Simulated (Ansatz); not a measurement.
## Geometry relaxation of ZrH$_{4}$ (part 1 of 3)

System: ZrH$_{4}$ (P1, 10 atoms in the cell).
Method: DFT PBE, scalar-relativistic, plane waves, PAW (Ansatz 0.2.0).

The structure was made by a generator, so it may or may not be a known phase. The run did not end well. Figures and captions count atoms from 1; the log counts them from 0 in places.

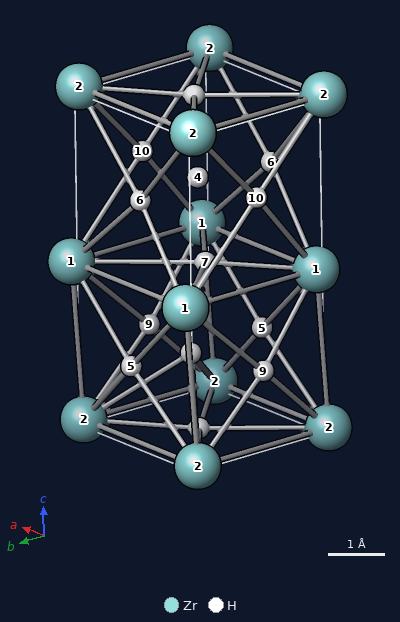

**Figure 1.** The starting structure (ball-and-stick view of the cell of the calculation, set on other vectors, seen at an oblique angle; atoms are numbered from 1 in the order of the input). An atom can appear more than once, as a periodic image.

## The input
```yaml
crystal:
  lattice:
    - [-3.1543894779, 0.0289818638, -0.0144408868]
    - [-0.0144408868, 0.0322028406, -3.1144283297]
    - [0.0579637275, -6.4486723279, 0.0644056812]
  atoms:
    - { symbol: Zr, position: [1.0280765612, 0.018775204, 0.5075289463] }
    - { symbol: Zr, position: [-0.0083775692, -0.0272091015, -0.0198779154] }
    - { symbol: H, position: [0.5542711787, 0.5256662637, 0.7689174522] }
    - { symbol: H, position: [0.4908607821, 0.5167538778, 0.2472783824] }
    - { symbol: H, position: [1.0121742533, 0.522339553, 0.7546684755] }
    - { symbol: H, position: [0.9620873169, 0.479821933, 0.2569274488] }
    - { symbol: H, position: [0.5043986858, 0.444685095, 0.489932182] }
    - { symbol: H, position: [0.5140620177, 0.5105636044, 0.996544841] }
    - { symbol: H, position: [0.4641185129, 0.9927488519, 0.7583863271] }
    - { symbol: H, position: [0.4783282605, 1.0158547188, 0.2396938602] }
basis:
  ecutwfc: 420
kpoints:
  mp_grid: { grid: [8, 8, 4] }
hamiltonian:
  xc: pbe
scf:
  occupations: { method: gaussian, width: 0.2 }
  lower_state_search: "off"
output:
  forces: true
  stress: true
  eigenvalues: true
relax:
  adjacent_minimum: "off"
  f_tol: 0.025
  max_steps: 60
  cell: { stress_tol: 0.25 }
```

Run on 1 thread of Intel Xeon @ 2.50GHz (Skylake/Cascade Lake), 189 GiB of memory available, shared host.

Command:
```bash
ansatz run input.yaml --threads 1 --pin off --max-ram 2560MiB --backend cpu --events-out ev --progress --plain --runs-dir out
```

## The program's output
```
Engine: ansatz 0.2.0, x86_64-unknown-linux-gnu
Pseudopotentials: kind: paw
Pseudopotential: Zr, paw, valence charge 12, recommended cutoff 420 eV (normal), Zr.paw.azcp
Pseudopotential: H, paw, valence charge 1, recommended cutoff 420 eV (normal), H.paw.azcp
Functional definition: PBE
  parameter kappa = 0.804
  parameter beta = 0.06672455060314922
  exchange = pbe_x(kappa = kappa, mu = beta*pi^2/3)
  correlation = pbe_c(beta = beta)
Crystal: 10 atoms, lattice volume = 63.339 Å³
Basis set: ecut = 420 eV, 1243 PW (Γ), exchange–correlation on 48×48×90 points (8 copies of the dense FFT grid, shifted against one another)
Bands: 26, of which v1, the nominal top of the filled ones, is band 16 counted from 1 (15 counted from 0)
Symmetry: 1 space group operations
Space group: P1 (ITA 1), of the structure as read, at distance tolerance 4.0e-5 Å
k-points: 132 of 256 (time reversal used)
Non-local potential: Zr, projectors of the file, l = 0: 3, l = 1: 2, l = 2: 2, l = 3: 2
Non-local potential: H, projectors of the file, l = 0: 2, l = 1: 1
PAW form: soft (Blöchl's): semilocal exchange-correlation on the pseudo side does not see the compensation charge
PAW one-centre angular grid: Zr, 590 points (default); XC on 64 Gauss nodes
PAW one-centre angular grid: H, 110 points (default); XC on 64 Gauss nodes
Initial density: superposition of atomic densities (neutral atoms: chi_scale 0, normalization atom), corrected by the library's trained network
Initial wavefunctions: pseudopotential atomic-orbital guess
Functional: x = pbe(κ = 0.804, μ = 0.2195149727645171), c = pbe(β = 0.06672455060314922)
SCF iter   1: F=—  HF=-8491.509119 eV  |F-HF|=—  |Δ(HF+E_count)|=         —  Δρ=7.09e-3  dr2=6.51e-2  ethr=1.77e-3  ⟨swp⟩=5.2  Hψ=13424  notcnv=0
preconditioner: auto → Kerker (q_TF=auto, 2.435 Å⁻¹)  [metal: Δε(μ)=0.012 eV  Ē_g=8.194 eV  σ=0.200 eV  W_gap=0.03  n_scr=16 (ndim 8)  ℏωp=18.7 eV  f_vac=0.000  D(μ)=3.17/eV (n_scr^D=32)]
SCF iter   2: F=—  HF=-8491.504915 eV  |F-HF|=—  |Δ(HF+E_count)|=   4.20e-3  Δρ=4.26e-3  dr2=2.52e-2  ethr=2.03e-4  ⟨swp⟩=1.0  Hψ=4488  notcnv=0
SCF iter   3: F=—  HF=-8491.502729 eV  |F-HF|=—  |Δ(HF+E_count)|=   2.19e-3  Δρ=5.13e-4  dr2=1.71e-4  ethr=7.89e-5  ⟨swp⟩=2.1  Hψ=3550  notcnv=0
SCF iter   4: F=—  HF=-8491.502729 eV  |F-HF|=—  |Δ(HF+E_count)|=   4.24e-7  Δρ=1.51e-4  dr2=1.73e-5  ethr=5.34e-7  ⟨swp⟩=2.4  Hψ=4790  notcnv=0
SCF iter   5: F=—  HF=-8491.502728 eV  |F-HF|=—  |Δ(HF+E_count)|=   9.60e-7  Δρ=3.19e-5  dr2=5.38e-7  ethr=5.41e-8  ⟨swp⟩=2.5  Hψ=4371  notcnv=0
SCF iter   6: F=-8491.502728 eV  HF=-8491.502728 eV  |F-HF|=3.45e-9  |Δ(HF+E_count)|=   1.12e-8  Δρ=5.07e-6  dr2=1.52e-8  ethr=3.13e-10  ⟨swp⟩=7.9  Hψ=15386  notcnv=0
SCF 1 converged in 6 iterations: F = -8491.502728 eV  dr2 = 1.52e-8
  greatest PAW one-centre occupation: 0.996 electrons in one spin orbital (limit 2), on the Zr atom at site 0 (counted from 0), in its partial waves of l = 0
relax step   1: F+E_penalty+E_count = -8491.50272784 eV  Δ(F+E_penalty+E_count) = +0.000e0 eV  max|allowed force component| = 1.260e0 eV/Å  Δτ_max = 0.0000 Å  P = +4.046 GPa  Ω = 63.339 Å³  (6 SCF iters, dr2 threshold 1.00e-7 eV, accepted)
Crystal: 10 atoms, lattice volume = 65.606 Å³
Basis set: ecut = 420 eV, 1295 PW (Γ), exchange–correlation on 48×48×90 points (8 copies of the dense FFT grid, shifted against one another)
Initial density: handed on by an earlier stage of this run
Initial wavefunctions: those handed on with the density
SCF iter   1: F=—  HF=-8492.235239 eV  |F-HF|=—  |Δ(HF+E_count)|=         —  Δρ=3.17e-2  dr2=2.06e0  ethr=3.10e-3  ⟨swp⟩=5.0  Hψ=13221  notcnv=0
preconditioner: auto → Kerker (q_TF=auto, 2.421 Å⁻¹)  [metal: Δε(μ)=0.016 eV  Ē_g=8.005 eV  σ=0.200 eV  W_gap=0.05  n_scr=16 (ndim 8)  ℏωp=18.3 eV  f_vac=0.000  D(μ)=2.68/eV (n_scr^D=18)]
SCF iter   2: F=—  HF=-8492.037411 eV  |F-HF|=—  |Δ(HF+E_count)|=   1.98e-1  Δρ=1.86e-2  dr2=8.52e-1  ethr=3.10e-3  ⟨swp⟩=1.0  Hψ=4488  notcnv=0
SCF iter   3: F=—  HF=-8491.897052 eV  |F-HF|=—  |Δ(HF+E_count)|=   1.40e-1  Δρ=3.39e-3  dr2=5.96e-3  ethr=2.66e-3  ⟨swp⟩=2.0  Hψ=4494  notcnv=0
SCF iter   4: F=—  HF=-8491.895667 eV  |F-HF|=—  |Δ(HF+E_count)|=   1.38e-3  Δρ=7.67e-4  dr2=1.08e-3  ethr=1.86e-5  ⟨swp⟩=2.0  Hψ=5583  notcnv=0  defer=341
SCF iter   5: F=—  HF=-8491.895498 eV  |F-HF|=—  |Δ(HF+E_count)|=   1.69e-4  Δρ=2.02e-4  dr2=1.80e-5  ethr=3.36e-6  ⟨swp⟩=2.1  Hψ=3588  notcnv=0  defer=341
SCF iter   6: F=—  HF=-8491.895500 eV  |F-HF|=—  |Δ(HF+E_count)|=   1.78e-6  Δρ=2.70e-5  dr2=5.71e-7  ethr=3.12e-9  ⟨swp⟩=9.3  Hψ=16453  notcnv=0
SCF iter   7: F=-8491.895500 eV  HF=-8491.895500 eV  |F-HF|=1.05e-9  |Δ(HF+E_count)|=  5.00e-10  Δρ=3.99e-6  dr2=1.07e-8  ethr=1.79e-9  ⟨swp⟩=2.0  Hψ=9308  notcnv=0
SCF 2 converged in 7 iterations: F = -8491.895500 eV  dr2 = 1.07e-8
relax step   2: F+E_penalty+E_count = -8491.89549987 eV  Δ(F+E_penalty+E_count) = -3.928e-1 eV  max|allowed force component| = 1.208e0 eV/Å  Δτ_max = 0.1948 Å  P = -0.726 GPa  Ω = 65.606 Å³  energy of the carried Pulay correction = -3.672e-3 eV  (7 SCF iters, dr2 threshold 1.00e-6 eV, accepted)
Crystal: 10 atoms, lattice volume = 65.609 Å³
Basis set: ecut = 420 eV, 1297 PW (Γ), exchange–correlation on 48×48×90 points (8 copies of the dense FFT grid, shifted against one another)
iter 1 solved again at ethr=3.94e-4 eV; its pass at ethr=3.10e-3 eV (dr2=1.26e-1 eV) is discarded
SCF iter   1: F=—  HF=-8492.379984 eV  |F-HF|=—  |Δ(HF+E_count)|=         —  Δρ=9.55e-3  dr2=1.26e-1  ethr=3.94e-4  ⟨swp⟩=1.0  Hψ=16528  notcnv=0
preconditioner: auto → Kerker (q_TF=auto, 2.421 Å⁻¹)  [metal: Δε(μ)=0.009 eV  Ē_g=8.132 eV  σ=0.200 eV  W_gap=0.03  n_scr=16 (ndim 8)  ℏωp=18.3 eV  f_vac=0.000  D(μ)=2.71/eV (n_scr^D=22)]
SCF iter   2: F=—  HF=-8492.367794 eV  |F-HF|=—  |Δ(HF+E_count)|=   1.22e-2  Δρ=5.70e-3  dr2=4.94e-2  ethr=3.93e-4  ⟨swp⟩=1.0  Hψ=3432  notcnv=0
SCF iter   3: F=—  HF=-8492.359307 eV  |F-HF|=—  |Δ(HF+E_count)|=   8.49e-3  Δρ=6.54e-4  dr2=2.57e-4  ethr=1.55e-4  ⟨swp⟩=1.6  Hψ=3566  notcnv=0
SCF iter   4: F=—  HF=-8492.359249 eV  |F-HF|=—  |Δ(HF+E_count)|=   5.80e-5  Δρ=1.30e-4  dr2=1.41e-5  ethr=8.04e-7  ⟨swp⟩=2.0  Hψ=4376  notcnv=0
iter 5 did not close the SCF: its close was put off for the readings that it lacked (scf_convergence_deferred on its scf_iter line)
SCF iter   5: F=-8492.359249 eV  HF=-8492.359249 eV  |F-HF|=5.59e-8  |Δ(HF+E_count)|=   7.81e-8  Δρ=2.91e-5  dr2=4.40e-7  ethr=4.42e-8  ⟨swp⟩=2.5  Hψ=4370  notcnv=0
SCF iter   6: F=-8492.359249 eV  HF=-8492.359249 eV  |F-HF|=2.83e-9  |Δ(HF+E_count)|=   1.25e-7  Δρ=4.41e-6  dr2=1.60e-8  ethr=1.37e-9  ⟨swp⟩=2.3  Hψ=10492  notcnv=0
SCF 3 converged in 6 iterations: F = -8492.359249 eV  dr2 = 1.60e-8
relax step   3: F+E_penalty+E_count = -8492.35924919 eV  Δ(F+E_penalty+E_count) = -4.637e-1 eV  max|allowed force component| = 1.110e0 eV/Å  Δτ_max = 0.1949 Å  P = -0.109 GPa  Ω = 65.609 Å³  energy of the carried Pulay correction = -3.677e-3 eV  (6 SCF iters, dr2 threshold 1.00e-6 eV, accepted)
Crystal: 10 atoms, lattice volume = 66.037 Å³
Basis set: ecut = 420 eV, 1307 PW (Γ), exchange–correlation on 48×48×90 points (8 copies of the dense FFT grid, shifted against one another)
iter 1 solved again at ethr=2.74e-4 eV; its pass at ethr=3.10e-3 eV (dr2=8.76e-2 eV) is discarded
SCF iter   1: F=—  HF=-8492.862348 eV  |F-HF|=—  |Δ(HF+E_count)|=         —  Δρ=9.71e-3  dr2=8.59e-2  ethr=2.74e-4  ⟨swp⟩=1.0  Hψ=16703  notcnv=0
preconditioner: auto → Kerker (q_TF=auto, 2.418 Å⁻¹)  [metal: Δε(μ)=0.021 eV  Ē_g=8.225 eV  σ=0.200 eV  W_gap=0.06  n_scr=16 (ndim 8)  ℏωp=18.3 eV  f_vac=0.000  D(μ)=2.40/eV (n_scr^D=16)]
SCF iter   2: F=—  HF=-8492.854065 eV  |F-HF|=—  |Δ(HF+E_count)|=   8.28e-3  Δρ=5.83e-3  dr2=3.40e-2  ethr=2.68e-4  ⟨swp⟩=1.0  Hψ=3432  notcnv=0
SCF iter   3: F=—  HF=-8492.848236 eV  |F-HF|=—  |Δ(HF+E_count)|=   5.83e-3  Δρ=5.88e-4  dr2=2.59e-4  ethr=1.06e-4  ⟨swp⟩=1.3  Hψ=3501  notcnv=0
SCF iter   4: F=—  HF=-8492.848197 eV  |F-HF|=—  |Δ(HF+E_count)|=   3.86e-5  Δρ=1.12e-4  dr2=1.92e-5  ethr=8.08e-7  ⟨swp⟩=2.0  Hψ=4406  notcnv=0
iter 5 did not close the SCF: its close was put off for the readings that it lacked (scf_convergence_deferred on its scf_iter line)
SCF iter   5: F=-8492.848196 eV  HF=-8492.848196 eV  |F-HF|=7.96e-8  |Δ(HF+E_count)|=   1.22e-6  Δρ=3.20e-5  dr2=7.30e-7  ethr=5.99e-8  ⟨swp⟩=2.2  Hψ=4017  notcnv=0
SCF iter   6: F=-8492.848196 eV  HF=-8492.848196 eV  |F-HF|=6.40e-9  |Δ(HF+E_count)|=   5.32e-8  Δρ=6.16e-6  dr2=3.41e-8  ethr=2.28e-9  ⟨swp⟩=2.2  Hψ=10319  notcnv=0
SCF 4 converged in 6 iterations: F = -8492.848196 eV  dr2 = 3.41e-8
relax step   4: F+E_penalty+E_count = -8492.84819592 eV  Δ(F+E_penalty+E_count) = -4.889e-1 eV  max|allowed force component| = 1.293e0 eV/Å  Δτ_max = 0.1950 Å  P = +0.062 GPa  Ω = 66.037 Å³  energy of the carried Pulay correction = -4.357e-3 eV  (6 SCF iters, dr2 threshold 1.00e-6 eV, accepted)
Crystal: 10 atoms, lattice volume = 66.779 Å³
Basis set: ecut = 420 eV, 1315 PW (Γ), exchange–correlation on 48×48×90 points (8 copies of the dense FFT grid, shifted against one another)
iter 1 solved again at ethr=2.17e-4 eV; its pass at ethr=3.10e-3 eV (dr2=6.95e-2 eV) is discarded
SCF iter   1: F=—  HF=-8493.364142 eV  |F-HF|=—  |Δ(HF+E_count)|=         —  Δρ=1.05e-2  dr2=6.90e-2  ethr=2.17e-4  ⟨swp⟩=1.0  Hψ=16912  notcnv=0
preconditioner: auto → Kerker (q_TF=auto, 2.413 Å⁻¹)  [metal: Δε(μ)=0.005 eV  Ē_g=8.274 eV  σ=0.200 eV  W_gap=0.01  n_scr=16 (ndim 8)  ℏωp=18.2 eV  f_vac=0.000  D(μ)=2.23/eV (n_scr^D=16)]
SCF iter   2: F=—  HF=-8493.355251 eV  |F-HF|=—  |Δ(HF+E_count)|=   8.89e-3  Δρ=5.92e-3  dr2=2.19e-2  ethr=2.15e-4  ⟨swp⟩=1.0  Hψ=3432  notcnv=0
SCF iter   3: F=—  HF=-8493.351221 eV  |F-HF|=—  |Δ(HF+E_count)|=   4.03e-3  Δρ=8.75e-4  dr2=9.11e-4  ethr=6.85e-5  ⟨swp⟩=1.1  Hψ=3486  notcnv=0
SCF iter   4: F=—  HF=-8493.351106 eV  |F-HF|=—  |Δ(HF+E_count)|=   1.15e-4  Δρ=2.55e-4  dr2=6.59e-5  ethr=2.85e-6  ⟨swp⟩=1.0  Hψ=3433  notcnv=0
SCF iter   5: F=—  HF=-8493.351106 eV  |F-HF|=—  |Δ(HF+E_count)|=   5.49e-8  Δρ=7.79e-5  dr2=7.53e-6  ethr=2.06e-7  ⟨swp⟩=2.4  Hψ=4140  notcnv=0
SCF iter   6: F=-8493.351106 eV  HF=-8493.351106 eV  |F-HF|=1.11e-7  |Δ(HF+E_count)|=   1.12e-7  Δρ=1.57e-5  dr2=2.95e-7  ethr=3.12e-9  ⟨swp⟩=5.1  Hψ=14170  notcnv=0
SCF 5 converged in 6 iterations: F = -8493.351106 eV  dr2 = 2.95e-7
relax step   5: F+E_penalty+E_count = -8493.35110609 eV  Δ(F+E_penalty+E_count) = -5.029e-1 eV  max|allowed force component| = 1.169e0 eV/Å  Δτ_max = 0.1949 Å  P = -0.091 GPa  Ω = 66.779 Å³  energy of the carried Pulay correction = -5.523e-3 eV  (6 SCF iters, dr2 threshold 1.00e-6 eV, accepted)
Crystal: 10 atoms, lattice volume = 67.314 Å³
Basis set: ecut = 420 eV, 1323 PW (Γ), exchange–correlation on 48×48×90 points (8 copies of the dense FFT grid, shifted against one another)
iter 1 solved again at ethr=2.59e-4 eV; its pass at ethr=3.10e-3 eV (dr2=8.30e-2 eV) is discarded
SCF iter   1: F=—  HF=-8493.857029 eV  |F-HF|=—  |Δ(HF+E_count)|=         —  Δρ=1.23e-2  dr2=8.48e-2  ethr=2.59e-4  ⟨swp⟩=1.0  Hψ=17229  notcnv=0
preconditioner: auto → Kerker (q_TF=auto, 2.410 Å⁻¹)  [metal: Δε(μ)=0.017 eV  Ē_g=8.375 eV  σ=0.200 eV  W_gap=0.05  n_scr=16 (ndim 8)  ℏωp=18.1 eV  f_vac=0.000  D(μ)=1.97/eV (n_scr^D=16)]
SCF iter   2: F=—  HF=-8493.845796 eV  |F-HF|=—  |Δ(HF+E_count)|=   1.12e-2  Δρ=7.03e-3  dr2=2.98e-2  ethr=2.59e-4  ⟨swp⟩=1.0  Hψ=3432  notcnv=0
SCF iter   3: F=—  HF=-8493.839556 eV  |F-HF|=—  |Δ(HF+E_count)|=   6.24e-3  Δρ=7.45e-4  dr2=5.82e-4  ethr=9.32e-5  ⟨swp⟩=2.0  Hψ=4041  notcnv=0
SCF iter   4: F=—  HF=-8493.839493 eV  |F-HF|=—  |Δ(HF+E_count)|=   6.32e-5  Δρ=1.79e-4  dr2=3.51e-5  ethr=1.82e-6  ⟨swp⟩=2.1  Hψ=3894  notcnv=0
SCF iter   5: F=—  HF=-8493.839493 eV  |F-HF|=—  |Δ(HF+E_count)|=   2.32e-7  Δρ=4.01e-5  dr2=2.68e-6  ethr=1.10e-7  ⟨swp⟩=2.1  Hψ=4023  notcnv=0
SCF iter   6: F=-8493.839493 eV  HF=-8493.839493 eV  |F-HF|=1.03e-7  |Δ(HF+E_count)|=   1.85e-7  Δρ=1.24e-5  dr2=2.06e-7  ethr=3.12e-9  ⟨swp⟩=5.1  Hψ=12974  notcnv=0
SCF 6 converged in 6 iterations: F = -8493.839493 eV  dr2 = 2.06e-7
  greatest PAW one-centre occupation: 0.996 electrons in one spin orbital (limit 2), on the Zr atom at site 1 (counted from 0), in its partial waves of l = 0
relax step   6: F+E_penalty+E_count = -8493.83949309 eV  Δ(F+E_penalty+E_count) = -4.884e-1 eV  max|allowed force component| = 9.062e-1 eV/Å  Δτ_max = 0.1950 Å  P = +0.799 GPa  Ω = 67.314 Å³  energy of the carried Pulay correction = -6.356e-3 eV  (6 SCF iters, dr2 threshold 1.00e-6 eV, accepted)
Crystal: 10 atoms, lattice volume = 68.051 Å³
Basis set: ecut = 420 eV, 1339 PW (Γ), exchange–correlation on 48×48×90 points (8 copies of the dense FFT grid, shifted against one another)
iter 1 solved again at ethr=2.55e-4 eV; its pass at ethr=3.10e-3 eV (dr2=8.16e-2 eV) is discarded
SCF iter   1: F=—  HF=-8494.262403 eV  |F-HF|=—  |Δ(HF+E_count)|=         —  Δρ=1.25e-2  dr2=8.53e-2  ethr=2.55e-4  ⟨swp⟩=1.0  Hψ=17406  notcnv=0
preconditioner: auto → Kerker (q_TF=auto, 2.406 Å⁻¹)  [metal: Δε(μ)=0.010 eV  Ē_g=8.420 eV  σ=0.200 eV  W_gap=0.03  n_scr=16 (ndim 8)  ℏωp=18.0 eV  f_vac=0.000  D(μ)=1.83/eV (n_scr^D=12)]
SCF iter   2: F=—  HF=-8494.252721 eV  |F-HF|=—  |Δ(HF+E_count)|=   9.68e-3  Δρ=7.23e-3  dr2=2.58e-2  ethr=2.55e-4  ⟨swp⟩=1.0  Hψ=3432  notcnv=0
SCF iter   3: F=—  HF=-8494.247568 eV  |F-HF|=—  |Δ(HF+E_count)|=   5.15e-3  Δρ=8.53e-4  dr2=5.97e-4  ethr=8.07e-5  ⟨swp⟩=2.0  Hψ=3773  notcnv=0
SCF iter   4: F=—  HF=-8494.247476 eV  |F-HF|=—  |Δ(HF+E_count)|=   9.26e-5  Δρ=2.47e-4  dr2=2.87e-5  ethr=1.87e-6  ⟨swp⟩=1.7  Hψ=3690  notcnv=0
SCF iter   5: F=—  HF=-8494.247484 eV  |F-HF|=—  |Δ(HF+E_count)|=   8.84e-6  Δρ=4.36e-5  dr2=1.20e-6  ethr=8.96e-8  ⟨swp⟩=2.2  Hψ=4598  notcnv=0
SCF iter   6: F=-8494.247485 eV  HF=-8494.247485 eV  |F-HF|=2.35e-8  |Δ(HF+E_count)|=   4.38e-7  Δρ=8.64e-6  dr2=8.65e-8  ethr=3.12e-9  ⟨swp⟩=5.1  Hψ=12835  notcnv=0
SCF 7 converged in 6 iterations: F = -8494.247485 eV  dr2 = 8.65e-8
relax step   7: F+E_penalty+E_count = -8494.24748487 eV  Δ(F+E_penalty+E_count) = -4.080e-1 eV  max|allowed force component| = 7.167e-1 eV/Å  Δτ_max = 0.1952 Å  P = +1.645 GPa  Ω = 68.051 Å³  energy of the carried Pulay correction = -7.493e-3 eV  (6 SCF iters, dr2 threshold 1.00e-6 eV, accepted)
Crystal: 10 atoms, lattice volume = 68.991 Å³
Basis set: ecut = 420 eV, 1367 PW (Γ), exchange–correlation on 48×48×90 points (8 copies of the dense FFT grid, shifted against one another)
iter 1 solved again at ethr=4.23e-4 eV; its pass at ethr=3.10e-3 eV (dr2=1.35e-1 eV) is discarded
```
